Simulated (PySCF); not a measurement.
**C$_{4}$H$_{6}$O (methyl vinyl ketone): density, localisation and related maps**

Input

```
{"job": {"kind": "sp", "xc": "wB97X", "basis": "ma-def2-TZVP", "d3": "d3bj", "grid": 2}, "charge": 0, "multiplicity": 1}
C     -2.028991    -0.065638     0.234385
C     -0.808357    -0.280282    -0.263181
C      0.394385     0.324478     0.386810
C      1.722916     0.022576    -0.257299
O      0.299517     1.017189     1.375086
H     -2.136208     0.560055     1.125772
H     -2.926831    -0.493155    -0.217282
H     -0.658037    -0.899506    -1.153380
H      1.894938    -1.065423    -0.282205
H      2.528779     0.514449     0.300436
H      1.725909     0.369422    -1.303112
```

Run with:

```sh
OMP_NUM_THREADS=1 python redox_run.py task.json out
```

Geometry: PBE0-D3(BJ)/def2-SVP.

Theory: DFT single point, gas phase, functional wB97X in PySCF 2.14.0, density-fitted response routines.

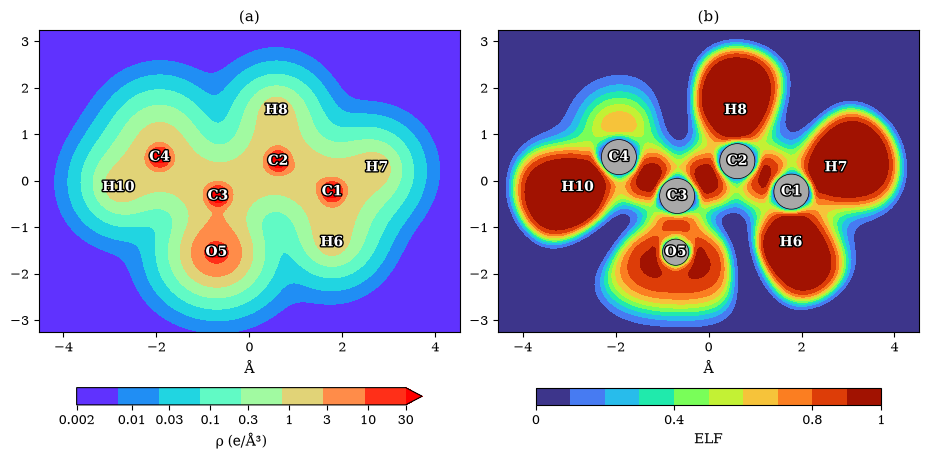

Figure 1. (a) total electron density; (b) ELF on the plane of atoms C1, C2 and H8. Grey discs cover the atomic cores in the ELF map.

> What do the fields say about this system?

- The plane passes through C, O and H nuclei.
- C–O (1.21 Å): the density is about 3.4 e/Å³ at the midpoint; the ELF peaks at about 0.85 between the atoms (a multiple bond).
- C–C (1.34 Å): ρ at the midpoint is about 2.4 e/Å³; the ELF peaks at about 0.95 between the atoms; a multiple bond.
- C–H (1.09 Å): the density is about 2 e/Å³ at the midpoint; the ELF climbs to about 1 towards the hydrogen, as it does in any bond to H: a covalent bond by its length.
- C–C (1.49 Å): ρ is about 1.8 e/Å³ halfway; the ELF peaks at about 0.95 between the atoms, as expected for a shared electron pair.
- The ELF also peaks beside O5, away from the bonds: lone-pair regions.

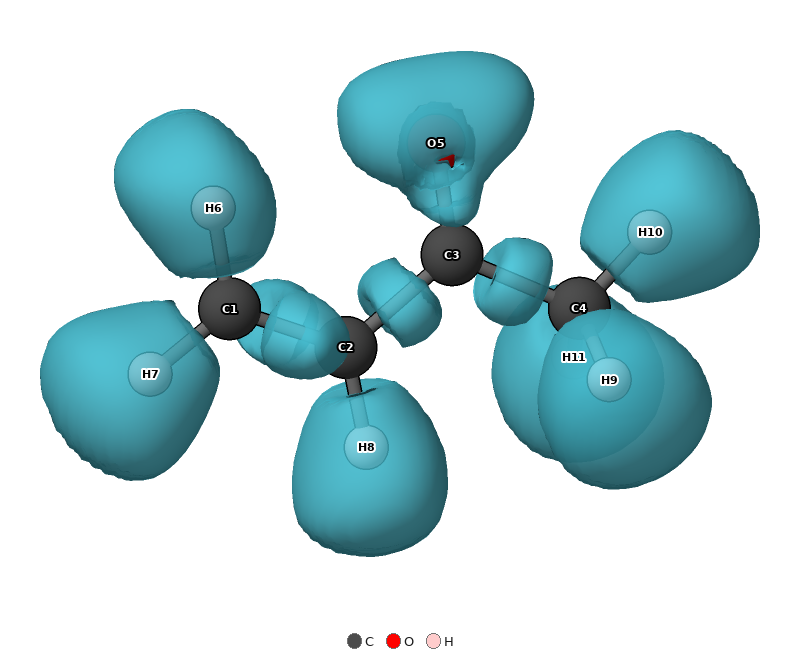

Figure 2. Isosurface of the electron localisation function at 0.75 (cyan), seen at an oblique angle. Core shells and regions of very low density are left out.

> Describe the localisation domains.

At this value the surface marks out three regions between bonded C–C atoms (shared pairs), six regions around hydrogen nuclei and one region on O in which the atom's valence shell and bonds are merged.

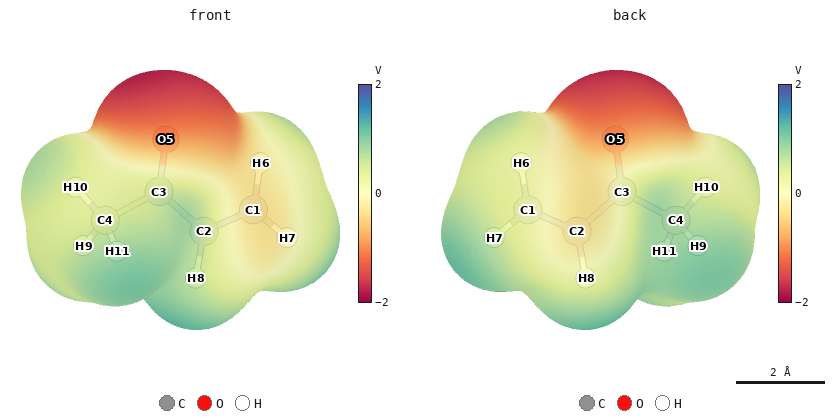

Figure 3. The electrostatic potential painted on the density surface at 0.002 e/bohr³, seen from the front and from behind; red is negative and blue positive.

> Where is the surface potential most negative and most positive?

The most negative region (about −1.8 V, or −42 kcal/mol for a unit charge) lies over O5, the most positive (about +1.2 V, or +28 kcal/mol for a unit charge) over H7 and H8. O5 is the likeliest acceptor of a hydrogen bond.
